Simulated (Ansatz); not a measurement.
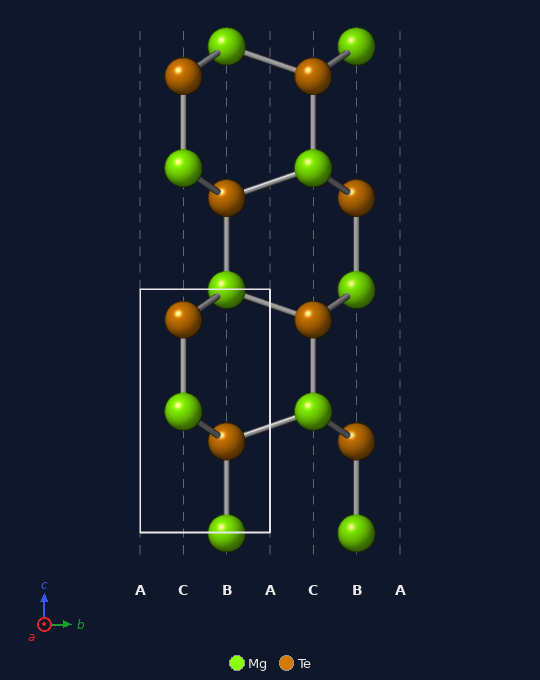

The picture looks along a close-packed row of the hexagonal mesh; c points upwards. The dashed lines mark the three columns A (0, 0), B (1/3, 2/3) and C (2/3, 1/3). The sequence starts with the first layer at or above the cell's origin.

MgTe: coordinates from a relaxation with DFT, PBEsol, plane waves, PAW in Ansatz.

List the layers of one repeat.

Answer. Mg(B) – Te(B) – Mg(C) – Te(C) (four layers in 7.41 Å).

How are the Te layers alone stacked?

Answer. Te layers alone: BC, the hexagonal close-packed type.

Which positions between or in the Te layers do the other atoms fill?

Answer. Mg: two tetrahedral sites in each hexagonal cell.

What short polytype symbol fits?

Answer. Polytype symbol 2H, the symbol of a tetrahedral polytype (number of double layers in the repeat and lattice).
